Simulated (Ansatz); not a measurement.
System: diamond-type Ge, space group Fd-3m, 2 atoms in the primitive cell; cubic a = 5.658 Å. Run without spin-orbit coupling: r2SCAN, Ansatz PAW, 8×8×8 k mesh, 500 eV cutoff, Fermi-Dirac smearing of 0.05 eV (Ansatz). Run with it: r2SCAN, Ansatz PAW, 8×8×8 k mesh, 500 eV cutoff, Fermi-Dirac smearing of 0.05 eV (Ansatz 0.2.0). Neither carries moments.

Without spin-orbit coupling the direct gaps are 0.44 eV at Γ and 1.95 eV at L.

> What does spin-orbit coupling change near the gap?

The threefold valence top at Γ (six states with spin) splits into a fourfold level on top and a twofold one 0.29 eV below it, the split-off level. The vertical gap goes from 0.44 to 0.35 eV at Γ and from 1.95 to 1.86 eV at L. A third of the splitting is 0.10 eV, which accounts for the change at Γ: the fourfold level rises by about that much. The smallest gap over all k points computed narrows from 0.44 eV (valence top at Γ, conduction bottom at Γ) to 0.35 eV.

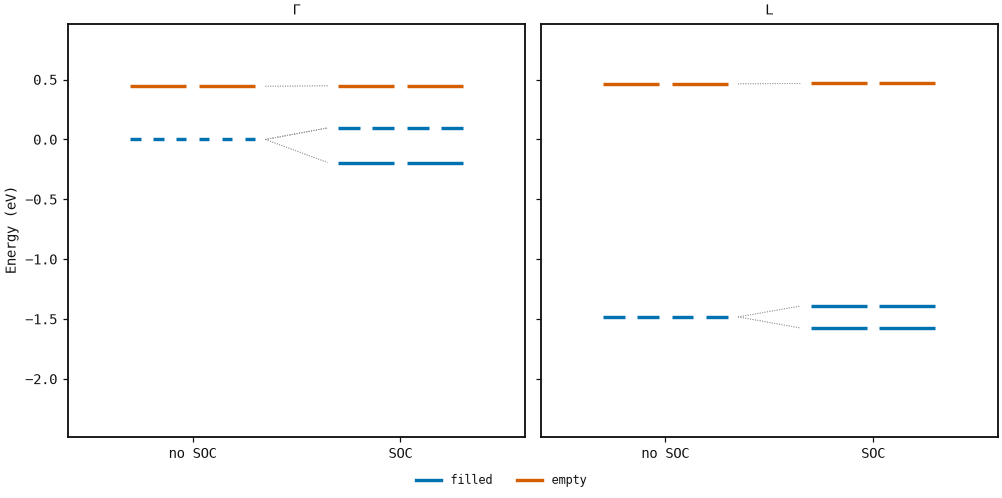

Levels at Γ and L, each bar one state with spin counted. Zero is the valence top without spin-orbit coupling, and the two sets are aligned on the mean of the six top valence states at Γ.

The PAW data sets were made with another functional. Measured Ge has an indirect gap, with the conduction bottom at L. LDA, GGA and most meta-GGA functionals understate gaps.
